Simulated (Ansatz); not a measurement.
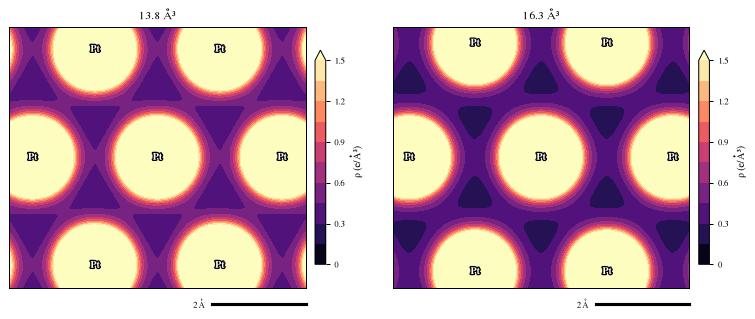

Pt. The valence charge density (pseudo) of cells scaled evenly to different volumes (given per atom above each panel), on the (001) plane of each (indices in the axes of the cell below), at one length scale and on one colour scale.

A generated structure, not necessarily the stable one; the program warned that a starting moment wasn't kept; spin-polarised, but the moments vanished.

Theory: Ansatz 0.2.0, DFT, PBE, plane waves (420 eV) with PAW, scalar-relativistic.

Core electrons are frozen (PAW), and the valence fields are smoothed inside the atomic spheres.

The largest cell:

```
Pt
1.0
     2.81988    0.00000    0.00000
    -1.40994    2.44209    0.00000
     0.00000    0.00000    9.48001
Pt
4
Direct
  0.00000 0.00000 0.00000
  0.00000 0.00000 0.50000
  0.33333 0.66667 0.25000
  0.66667 0.33333 0.75000
```

| volume (Å³/atom) | Pt–Pt contact in the plane (Å) | ρ at its midpoint (e/Å³) | pressure (GPa) | 
| --- | --- | --- | --- |
| 13.81 | 2.667 | 0.463 | 44.4 | 
| 15.07 | 2.746 | ? | ? | 
| 16.32 | 2.820 | 0.345 | −8.6 | 

> What values belong in the row with question marks?

Over the known rows ln ρ falls by 1.92 per Å of Pt–Pt distance (the line through the two), which gives 0.398 e/Å³ at 2.746 Å; the calculation gives 0.398 e/Å³. For the pressure, a straight line in volume between the neighbouring rows gives 17.8 GPa; the calculation gives 11.2, lower because pressure rises ever faster on compression.
